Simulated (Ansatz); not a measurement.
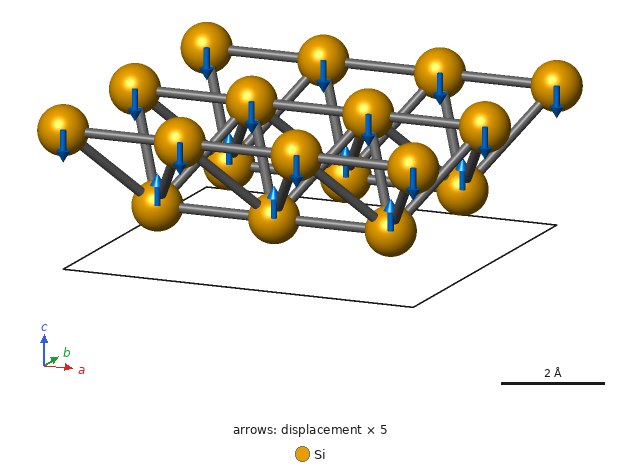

This is a relaxation of a free-standing layer of Si (a generated structure, set up in Pmmn) (coarse preliminary run). The starting structure is drawn; blue arrows show the displacements (the part carried along by the change of the cell is left out), 5 times their true length.

Style: ball-and-stick. Shown: the 3 × 2 repeat of the cell, outlined in the plane, without the vacuum, slightly off an axis.

The calculation used DFT PBE, scalar-relativistic, plane waves, PAW in Ansatz. (plane-wave cutoff 420 eV; k-point mesh 8 × 6 × 1; occupations gaussian; smearing width 0.1 eV; no spin polarisation; cell and atoms relaxed; force threshold 0.04 eV/Å; at most 70 steps)

**What happened in the run?**

Over 4 accepted moves (5 points after the start) the energy falls by 97.5 meV per atom. Largest force component: 1.3 eV/Å at the start, 0.012 eV/Å at the end. At 1 point the geometry stayed and the basis and grid were re-selected for the new cell (energy shift of 0.1 meV per atom at most each time). The largest moves relative to the cell and the layer's centre, 0.13 Å, are those of Si atoms. In the plane the drawn cell goes a 7.455 → 7.212 Å (−3.3 %), b 7.009 → 6.995 Å (−0.2 %). Among the contacts that change: Si–Si 2.805 → 2.624 Å, Si–Si 2.485 → 2.404 Å. The program noted that it reset the height of the cell. Cost: 33 s on 1 thread of Intel(R) Xeon(R) Platinum 8259CL CPU @ 2.50GHz (Skylake/Cascade Lake) (shared host), peak memory 0.48 GiB.
